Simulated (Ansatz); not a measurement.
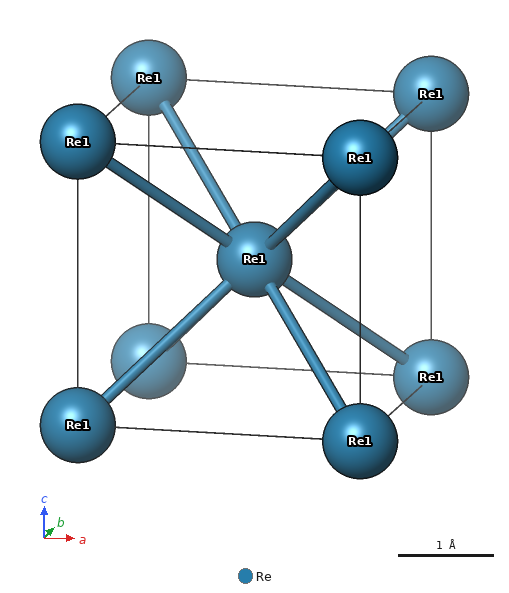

This is a symmetric starting cell of Re (made from another compound by putting Re in place of W). Style: ball-and-stick. Shown: the conventional cell (2 times the calculation's cell), slightly off an axis. Lengths and directions refer to the drawn axes.

Computed with DFT PBE, scalar-relativistic, plane waves, PAW (Ansatz 0.2.0). (plane-wave cutoff 420 eV; k-point mesh 20 × 20 × 20; occupations gaussian; smearing width 0.1 eV; no spin polarisation)

Now this is done to it. All lengths are scaled by −2.5 % (volume −7.4 %), the atoms keeping their fractional coordinates. No relaxation follows. The starting cell wasn't computed here and needn't be at equilibrium, so pressure and forces aren't due to the change alone.

Predict the response.

Near-neighbour distances before and after: Re–Re 2.654 → 2.587 Å. The space group stays Im-3m (No. 229). The pressure is 58.3 GPa (not all of it need come from the change, since the unchanged cell can be under pressure at this level too). All forces vanish by symmetry.

Drawn alike, the variant:

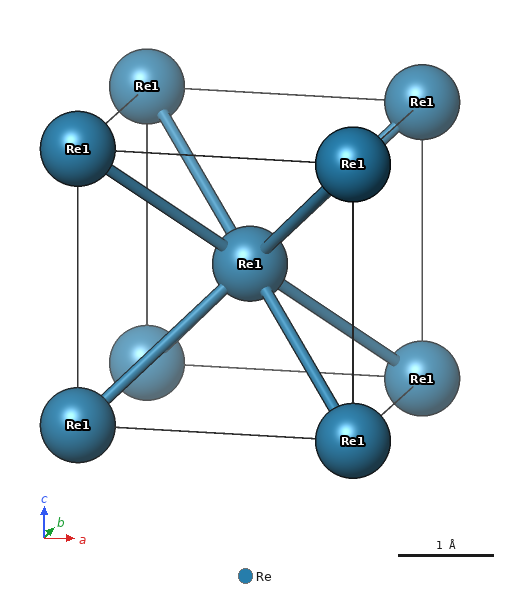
